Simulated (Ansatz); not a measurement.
# Single-point calculation, with input and output: GaP

The run: single-point calculation of GaP (2 atoms in the cell). Method and program: DFT PBE, scalar-relativistic, plane waves, PAW, no spin polarisation (Ansatz 0.2.0).

The structure derives from a Materials Project entry.

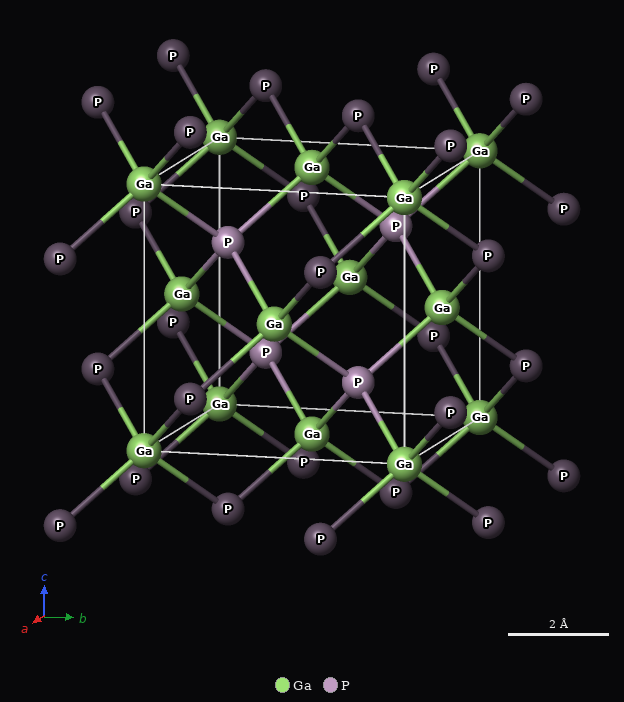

Figure 1. The input geometry (ball-and-stick view of the cell 4 times as large as that of the calculation, set on its symmetry axes, seen slightly off an axis; neighbours outside the cell are drawn fainter).

## Results in brief

- outcome: converged
- space group (tolerance 0.01 Å): F-43m (216)
- electrons treated: 18
- free energy: −4539.5346 eV
- Fermi energy: 7.910 eV
- gap on the k-point mesh: 1.65 eV
- pressure: 2.48 GPa
- largest force (length of the vector): under 0.001 eV/Å
- hardware: 4 threads of Intel Xeon @ 2.50GHz (Skylake/Cascade Lake), 192 GiB of memory available, shared host
- wall time: 0.73 s (CPU time 1.8 s)
- peak memory: 0.37 GiB

## The input
```yaml
crystal:
  lattice:
    - [0.0, 2.72581249, 2.72581249]
    - [2.72581249, 0.0, 2.72581249]
    - [2.72581249, 2.72581249, 0.0]
  atoms:
    - { symbol: Ga, position: [0.0, 0.0, 0.0] }
    - { symbol: P, position: [0.75, 0.75, 0.75] }
basis:
  ecutwfc: 420
kpoints:
  mp_grid: { grid: [6, 6, 6] }
hamiltonian:
  xc: pbe
scf:
  occupations: { method: gaussian, width: 0.1 }
output:
  forces: true
  stress: true
  eigenvalues: true
```

Run as:
```bash
ansatz run input.yaml --threads 4 --pin off --max-ram 8192MiB --backend cpu --events-out ev --progress --plain --runs-dir out
```

## What the program printed
```
Engine: ansatz 0.2.0, x86_64-unknown-linux-gnu
Pseudopotentials: kind: paw
Pseudopotential: Ga, paw, valence charge 13, recommended cutoff 420 eV (normal), Ga.paw.azcp
Pseudopotential: P, paw, valence charge 5, recommended cutoff 420 eV (normal), P.paw.azcp
Functional definition: PBE
  parameter kappa = 0.804
  parameter beta = 0.06672455060314922
  exchange = pbe_x(kappa = kappa, mu = beta*pi^2/3)
  correlation = pbe_c(beta = beta)
Crystal: 2 atoms, lattice volume = 40.506 Å³
Basis set: ecut = 420 eV, 749 PW (Γ), exchange–correlation on 54×54×54 points (8 copies of the dense FFT grid, shifted against one another)
Bands: 13, of which v1, the nominal top of the filled ones, is band 9 counted from 1 (8 counted from 0)
Symmetry: 24 space group operations
Space group: F-43m (ITA 216), of the structure as read, at distance tolerance 3.4e-5 Å
k-points: 16 of 216 (time reversal used)
Non-local potential: Ga, projectors of the file, l = 0: 2, l = 1: 2, l = 2: 3, l = 3: 1
Non-local potential: P, projectors of the file, l = 0: 2, l = 1: 2, l = 2: 2
PAW form: soft (Blöchl's): semilocal exchange-correlation on the pseudo side does not see the compensation charge
PAW one-centre angular grid: Ga, 590 points (default); XC on 64 Gauss nodes
PAW one-centre angular grid: P, 110 points (default); XC on 64 Gauss nodes
Initial density: superposition of atomic densities (neutral atoms: chi_scale 0, normalization atom), corrected by the library's trained network
Initial wavefunctions: pseudopotential atomic-orbital guess
Functional: x = pbe(κ = 0.804, μ = 0.2195149727645171), c = pbe(β = 0.06672455060314922)
SCF iter   1: F=—  HF=-4539.535536 eV  |F-HF|=—  |Δ(HF+E_count)|=         —  Δρ=1.42e-3  dr2=8.88e-4  ethr=1.77e-3  ⟨swp⟩=6.0  Hψ=1337  notcnv=0
preconditioner: auto → none  [insulator: Δε(μ)=1.645 eV  Ē_g=15.508 eV  σ=0.100 eV  W_gap=1.00  n_scr=14 (ndim 8)  ℏωp=24.8 eV  f_vac=0.013  D(μ)=0.00/eV (n_scr^D=0)  ε∞_Penn≈3.5]
SCF iter   2: F=—  HF=-4539.534754 eV  |F-HF|=—  |Δ(HF+E_count)|=   7.82e-4  Δρ=1.24e-3  dr2=4.09e-4  ethr=4.94e-6  ⟨swp⟩=2.4  Hψ=496  notcnv=0
SCF iter   3: F=—  HF=-4539.534558 eV  |F-HF|=—  |Δ(HF+E_count)|=   1.96e-4  Δρ=4.65e-4  dr2=6.15e-5  ethr=2.27e-6  ⟨swp⟩=2.7  Hψ=346  notcnv=0
SCF iter   4: F=—  HF=-4539.534598 eV  |F-HF|=—  |Δ(HF+E_count)|=   4.04e-5  Δρ=1.77e-4  dr2=6.84e-6  ethr=3.41e-7  ⟨swp⟩=2.0  Hψ=352  notcnv=0
SCF iter   5: F=—  HF=-4539.534596 eV  |F-HF|=—  |Δ(HF+E_count)|=   2.67e-6  Δρ=4.15e-5  dr2=7.97e-7  ethr=3.80e-8  ⟨swp⟩=2.1  Hψ=355  notcnv=0
SCF iter   6: F=—  HF=-4539.534596 eV  |F-HF|=—  |Δ(HF+E_count)|=   3.33e-7  Δρ=2.74e-5  dr2=1.54e-7  ethr=4.43e-9  ⟨swp⟩=2.0  Hψ=272  notcnv=0
SCF iter   7: F=-4539.534596 eV  HF=-4539.534596 eV  |F-HF|=6.80e-9  |Δ(HF+E_count)|=   1.58e-8  Δρ=5.86e-6  dr2=6.20e-9  ethr=5.56e-10  ⟨swp⟩=6.2  Hψ=1027  notcnv=0
SCF 1 converged in 7 iterations: F = -4539.534596 eV  dr2 = 6.20e-9
  greatest PAW one-centre occupation: 0.994 electrons in one spin orbital (limit 2), on the Ga atom at site 0 (counted from 0), in its partial waves of l = 2
```

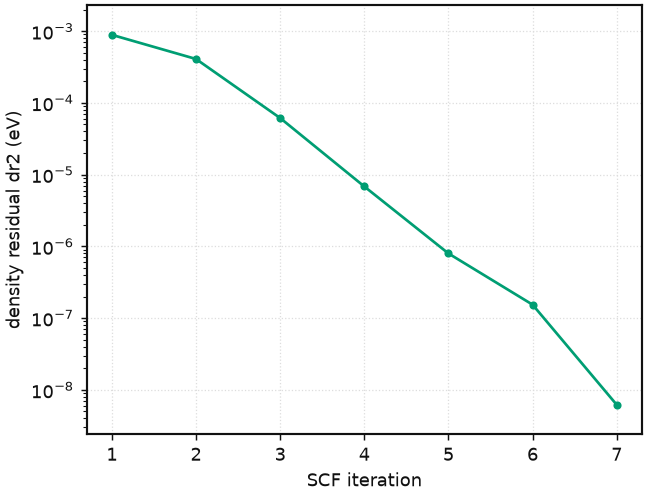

Figure 2. Convergence of the self-consistent field: density residual dr2 against the SCF iteration. The residual falls at every step.

```
SCF converged after 7 iterations
Free energy (F): -4539.534596 eV
Harris-Foulkes:  -4539.534596 eV  (|F-HF|=6.80e-9)
Internal energy: -4539.534596 eV  (E = F + TS)
E sigma→0 (E₀):  -4539.534596 eV
Fermi energy:    7.910349 eV
--- Per-component energies (eV) ---
  E_band       = -58.290179
  E_kinetic    = 186.352763
  E_local      = -2200.964350  (includes V_loc(G=0)·N_el)
  E_nonlocal   = 458.870461
  E_hartree    = 1017.780488
  E_xc         = -130.778675
  E_vxc        = -119.030203  (∫ρ·V_xc dr)
  E_paw        = -2558.421109  (= ΣΔE_a)
  E_vpaw       = -419.075248  (= ΣTr[D̂ρ^β])
  E_aug_tail   = -0.000103  (compensation charges beyond the density's cutoff)
  E_ewald      = -1312.374071
  E_smearing   = -0.000000  (= −TS)
  E_closure    = 0.000000  (closes the sum)
  Σ components = -4539.534596   (vs F -4539.534596, Δ=0.00e0)
--- Forces (eV/Å), atoms counted from 1 ---
  atom   1  Ga    -0.00000000     0.00000000     0.00000000
  atom   2  P      0.00000000    -0.00000000    -0.00000000
  max |Σ_I F_I| component: 1.30e-16 eV/Å
--- Stress (GPa, compression-positive) ---
        2.476317       0.000000       0.000000
        0.000000       2.476317       0.000000
       -0.000000       0.000000       2.476317
  P = ⅓ Tr σ = 2.4763 GPa (24.763 kbar)
--- Band table (eV; the first three rows and the last of 16) ---
  k-point 0: bands = ["-7.4530", "-7.4530", "-7.4530", "-7.3538", "-7.3538", "-5.4044", "7.0844", "7.0844", "7.0844", "8.9063", "10.9654", "10.9654", "10.9654"]
  k-point 1: bands = ["-7.4761", "-7.4452", "-7.4452", "-7.3537", "-7.3537", "-5.0484", "4.6973", "6.7135", "6.7135", "9.4942", "11.5133", "11.5133", "12.1069"]
  k-point 2: bands = ["-7.5167", "-7.4326", "-7.4326", "-7.3501", "-7.3501", "-4.1019", "1.8779", "6.1777", "6.1777", "8.9799", "11.8900", "11.8900", "14.6776"]
  k-point 15: bands = ["-7.5574", "-7.4071", "-7.3930", "-7.3741", "-7.3406", "-2.3715", "0.4785", "3.7106", "3.8231", "10.5601", "10.7282", "14.6276", "14.6509"]
```

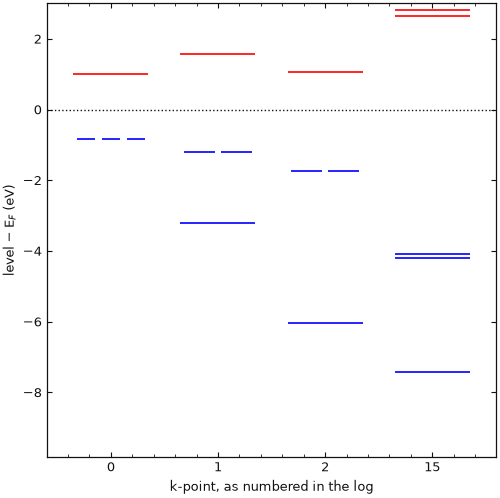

Figure 3. Kohn–Sham levels near the Fermi level (dotted) at the few k-points that the log prints; levels within 0.02 eV of each other stand side by side. Among these points the highest filled and lowest empty levels are 1.82 eV apart; the gap on the full mesh, 1.65 eV, has an edge at a point that isn't printed.
